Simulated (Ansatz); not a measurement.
InN, space group P6_3mc (No. 186), a = 3.533 Å, b = 3.533 Å, c = 5.693 Å, α = 90.00°, β = 90.00°, γ = 120.00°

| site | Wyckoff | x | y | z |
| --- | --- | --- | --- | --- |
| In | 2b | 0.3333 | 0.6667 | 0.9978 |
| N | 2b | 0.3333 | 0.6667 | 0.3772 |

Source: the end point of a relaxation in a fixed cell with Ansatz, DFT PBE, scalar-relativistic, plane waves, PAW.

Question: Describe the coordination of In.

Answer: InN4: an essentially ideal tetrahedron (coordination number 4, S = 0.01; next best see-saw, S = 9.6). Bonds: 3 × In–N 2.15 Å and 1 × In–N 2.16 Å. The next neighbour, not counted, lies at 3.50 Å.

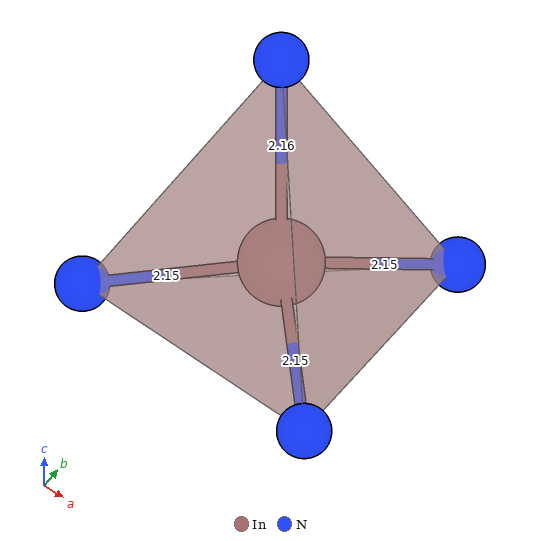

The polyhedron about In. Shape measures S are computed against regular polyhedra or, for capped shapes, the nearer of the equal-edge and equal-bond forms.
